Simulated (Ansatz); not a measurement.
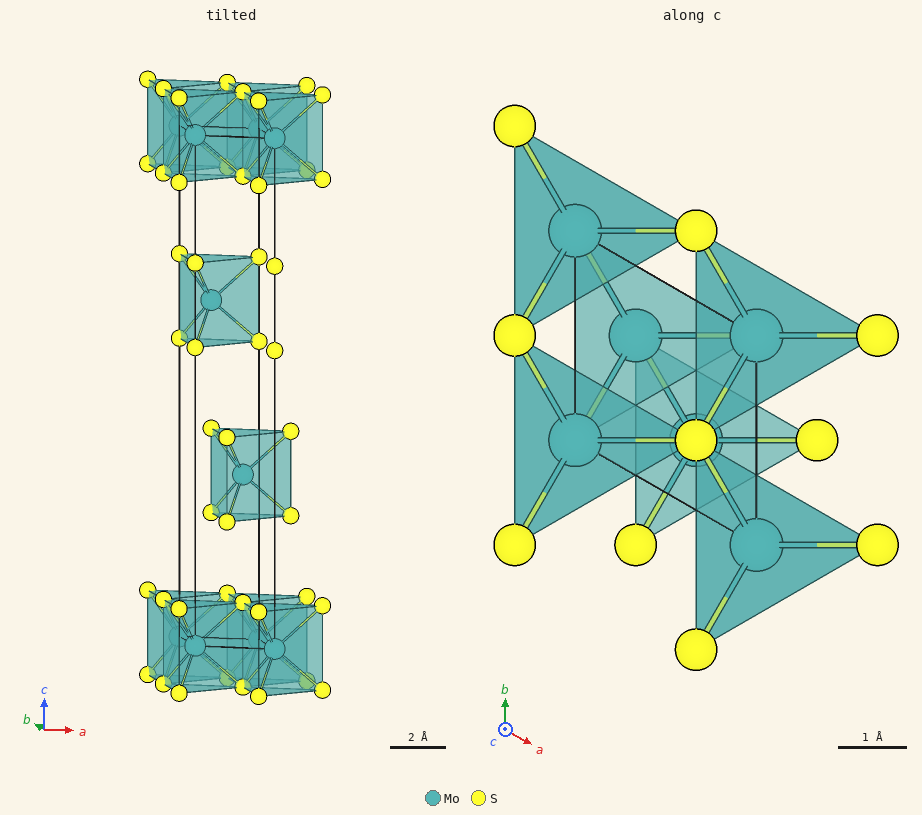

Crystal structure, polyhedral style, seen slightly off an axis and along the c axis. One conventional unit cell is framed, with atoms on its boundary repeated. Some atoms of the next cells are drawn as well.

MoS2, space group R3m (No. 160), a = 3.11 Å, b = 3.11 Å, c = 18.99 Å, α = 90.00°, β = 90.00°, γ = 120.00°.

Calculation details: Ansatz, DFT PBEsol, scalar-relativistic, plane waves, PAW; a basis cut at 420 eV, 12×12×2 k-mesh, Gaussian smearing of 0.02 eV, no spin polarisation.

### What does the calculation say: metal or gapped?

A semiconductor at this level, with a gap of 1.05 eV.

### What is the computed pressure?

The computed pressure is 1.9 GPa (compressed: it would expand). The stress isn't hydrostatic: its largest component is 2.8 GPa.

The starting point was a structure listed in the Materials Project. The cell was then strained or its atoms displaced on purpose. It went into a calculation with Ansatz.
